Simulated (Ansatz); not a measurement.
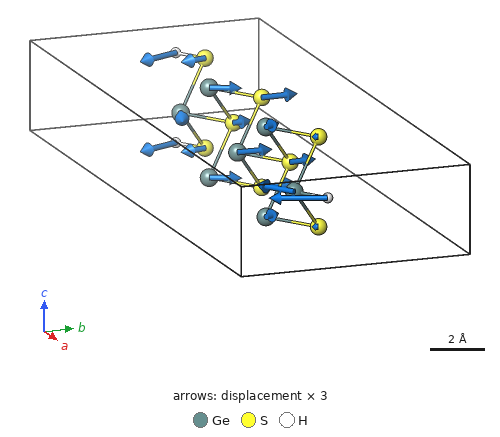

A relaxation of a wire of composition Ge₅H₂S₅. The starting structure is drawn; blue arrows show the displacements (the part carried along by the change of the cell is left out), magnified 3 times.

Style: ball-and-stick. Shown: the cell of the calculation, with the vacuum cut short, slightly off an axis.

Case: zigzag ribbon, 5 formula units a period, edges capped with H.

The calculation used DFT PBE, scalar-relativistic, plane waves, PAW (Ansatz). Set-up: plane-wave cutoff 420 eV; k-point mesh 1 × 1 × 15; occupations gaussian; smearing width 0.05 eV; no spin polarisation; cell relaxed at fixed a, b, alpha, beta, gamma; force threshold 0.02 eV/Å; at most 45 steps.

**What did the optimiser do to the structure, and how much energy did it gain?**

The largest move relative to the centre of the atoms is that of an H atom, 0.74 Å. Largest moves by element: H 0.74 Å, Ge 0.59 Å, S 0.49 Å. Along the periodic axis the drawn cell goes c 3.494 → 3.567 Å (+2.1 %). Some distances before and after: Ge–S 2.429 → 2.333 Å, Ge–S 2.429 → 2.502 Å, Ge–H 1.540 → 1.597 Å, Ge–S 2.429 → 2.452 Å. Bond angles that change, for instance: Ge–S–Ge 92.0° → 84.8°, Ge–S–Ge 92.0° → 87.5°, Ge–S–Ge 92.0° → 88.9°. After 19 accepted moves (20 points after the start) the energy has fallen by 0.235 eV per cell of the calculation. The largest force component goes from 0.86 to 0.017 eV/Å. At 1 point the geometry stayed and the basis and grid were re-selected for the new cell (energy shift of 1.1 meV per cell of the calculation at most each time).
